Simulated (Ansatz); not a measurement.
System: TiN.

Space group Fm-3m.

Input file:

```
crystal:
  lattice:
    - [0.0, 2.119, 2.119]
    - [2.119, 0.0, 2.119]
    - [2.119, 2.119, 0.0]
  atoms:
    - { symbol: Ti, position: [0.0, 0.0, 0.0] }
    - { symbol: "N", position: [0.5, 0.5, 0.5] }
basis:
  ecutwfc: 420
  fft_grid_basis: typed
kpoints:
  mp_grid: { grid: [12, 12, 12] }
hamiltonian:
  xc: pbe
  pseudopotentials: { kind: paw }
scf:
  occupations: { method: gaussian, width: 0.05 }
output:
  forces: true
  stress: true
  eigenvalues: true
  bader: true
  write_density: true
  volumetric_format: npy
  elf: true
```

Launched as:

```sh
ansatz run input.yaml --threads 1 --pin off --max-ram 3072MiB --backend cpu --events-out ev --progress --plain --runs-dir out
```

The picture shows the conventional cell (a = 4.24 Å, b = 4.24 Å, c = 4.24 Å, α = 90.00°, β = 90.00°, γ = 90.00°).

All numbers below come from DFT PBE, scalar-relativistic, plane waves, PAW (Ansatz).

Q: Predict the deformation density (crystal less neutral atoms): where will charge gather?

A: N–Ti (2.12 Å): Δρ is +0.04 e/Å³ at the midpoint (close to a masked core, so read it with care).
Ti–Ti (3.00 Å): Δρ is −0.02 e/Å³ at the midpoint.
Over the whole cell, outside the masked cores, the largest gain lies at the edge of the masked core of N, and the largest loss, 0.05 e/Å³, lies 1.1 Å from a titanium nucleus and 1.7 Å from a nitrogen one.
In all about 0.23 e an atom is rearranged against the free atoms.
Bader charges: Ti +1.75 and N −1.75 e.

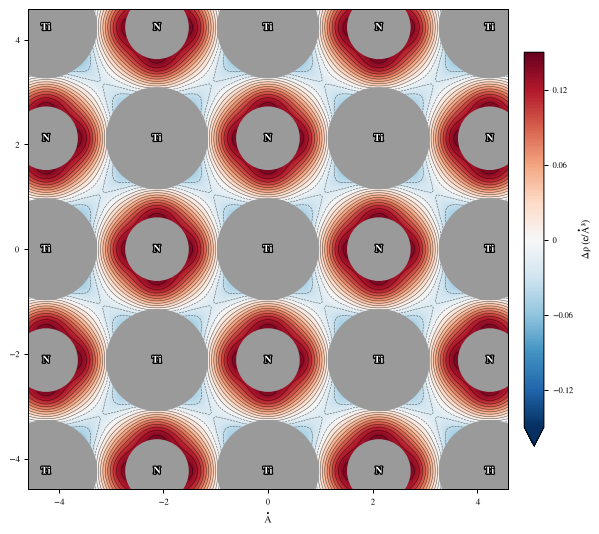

Computed deformation density: a map on the (001) plane of the conventional cell, with grey discs over the atomic cores.

Cores are masked to 1.0 Å (Ti) and 0.6 Å (N).

In a PAW calculation such maps are meaningful between the atoms, not at the nuclei.
